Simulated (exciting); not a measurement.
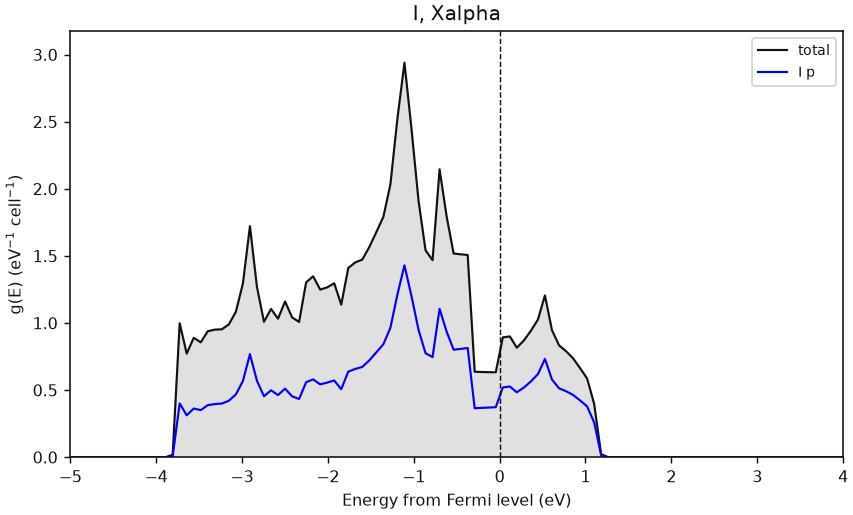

Density of states. Energies are counted from the Fermi level. The partial curves are projected inside the muffin-tin spheres; the rest of the total lies in parts that aren't drawn and between the spheres.

This input was run:

```xml
<input>
  <title>I</title>
  <structure speciespath="./" tshift="false">
    <crystal scale="9.8515402172">
      <basevect>-0.334218545914 0.334218545914 0.881246802618</basevect>
      <basevect>0.334218545914 -0.334218545914 0.881246802618</basevect>
      <basevect>0.334218545914 0.334218545914 -0.881246802618</basevect>
    </crystal>
    <species speciesfile="I.xml" rmt="2.3">
      <atom coord="0.000000000000 0.000000000000 0.000000000000"/>
    </species>
  </structure>
  <groundstate do="fromscratch" ngridk="11 11 11" rgkmax="8" gmaxvr="14" lmaxapw="10" lmaxmat="10" lmaxvr="8" xctype="LDA_XALPHA" stype="Fermi Dirac" swidth="0.00036749" nempty="8" ValenceRelativity="iora*" epsengy="1e-05" epspot="1e-05" maxscl="60" outputlevel="normal"/>
  <properties>
    <dos nwdos="400" winddos="-0.3 0.3" inttype="tetra" ngrdos="100" nsmdos="0" lmirep="true"/>
  </properties>
</input>
```

System: I, space group I4/mmm, 1 atom in the primitive cell, volume scaled by a factor 1.25.

exciting sodium; Xalpha, all-electron LAPW+lo, shipped species files, valence relativity iora*, no spin polarisation, no spin-orbit coupling, 11×11×11 k mesh in the self-consistent step, Fermi-Dirac smearing of 0.01 eV.

Question: What is the density of states at the Fermi level?

Answer: It is a metal. The density of states at the Fermi level is about 0.75 per eV and cell (mean within 0.25 eV).

Question: Which states dominate at the Fermi level?

Answer: By projected weight, the states within 0.3 eV of the Fermi level are I p almost alone (inside the spheres).

Question: Where is the tallest peak in the window, and which states make it?

Answer: The tallest peak in the window is at −1.1 eV; by projected weight it is I p almost alone (inside the spheres).

The density of states comes from the program's own step for it, whose mesh and broadening can differ from those of the self-consistent step. An odd number of electrons without spin polarisation forces a metal. Spin-orbit coupling is left out, which matters for I.
